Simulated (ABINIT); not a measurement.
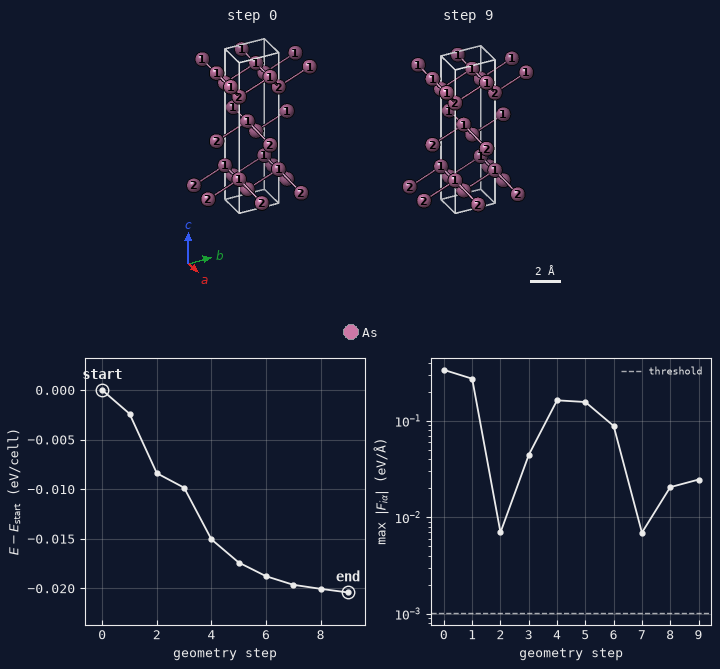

First and last geometry of a relaxation of solid As (set up in R-3m), with the history of the run. The picture is a ball-and-stick view of the conventional cell (3 times the calculation's cell), seen slightly off an axis. Lengths and directions refer to the drawn axes.

The run lets cell and atoms move.

Computed with Kohn-Sham DFT of a periodic cell, PBEsol, PseudoDojo NC SR PBEsol v0.4.1 standard (ABINIT 10.8.3).

Input file:
```
# Pseudopotentials
pp_dirpath "./"
pseudos "As.upf"

# Structure
acell 7.8064586208 7.8064586208 7.8064586208
rprim
     0.4552885255     0.2628609527     0.8506564983
    -0.4552885255     0.2628609527     0.8506564983
     0.0000000000    -0.5257219055     0.8506564983
ntypat 1
znucl 33
natom 2
typat 1 1
chkprim 0
chksymtnons 0
tolsym 1.0e-6
xred
   0.2260000000   0.2260000000   0.2260000000
   0.7740000000   0.7740000000   0.7740000000

# Plane-wave basis
ecut 42.0
ecutsm 0.5

# k points
kptopt 1
ngkpt 7 7 7
nshiftk 1
shiftk 0.0 0.0 0.0

# Exchange and correlation
ixc -116133

# Bands and occupations
nband 19
occopt 3
tsmear 0.05 eV

# SCF cycle
nstep 80
tolvrs 1.0e-12

# Output
iomode 3
prteig 0
prtebands 0
prtwf 0
prtden 0

# Relaxation
ionmov 2
optcell 2
ntime 50
tolmxf 2.0e-5
dilatmx 1.08
```

Command:
```bash
abinit run.abi > log 2>&1
```

Read the history and describe the run.

Answer. The run was cut off at its time limit before the relaxation converged, so the last structure is only a point on the way. After 9 geometry steps the energy has fallen by 20.4 meV per cell of the calculation. Largest force component: 0.34 eV/Å at the start, 0.025 eV/Å at the end. The pressure goes from 0.26 to 0.17 GPa. The largest moves relative to the cell, 0.039 Å, are those of As1 and As2. As1 goes along +c. The volume changes by −3.3 %, with a = b 3.762 → 3.789 Å (+0.7 %), c 10.542 → 10.050 Å (−4.7 %). Among the contacts that change: As1–As2 2.506 → 2.530 Å. The space group stays R-3m (No. 166).

```tsv
step	E − E(0), meV/atom	largest force component, eV/Å	pressure, GPa	volume, Å³/atom
0	0.00	0.3389	0.26	21.530
1	-1.19	0.2745	0.00	21.548
2	-4.19	0.0070	-0.93	21.557
3	-4.92	0.0445	-0.98	21.494
4	-7.53	0.1639	-0.66	21.116
5	-8.69	0.1574	-0.09	20.848
6	-9.38	0.0890	0.33	20.743
7	-9.82	0.0070	0.50	20.741
8	-10.02	0.0206	0.43	20.767
9	-10.20	0.0247	0.17	20.820
```
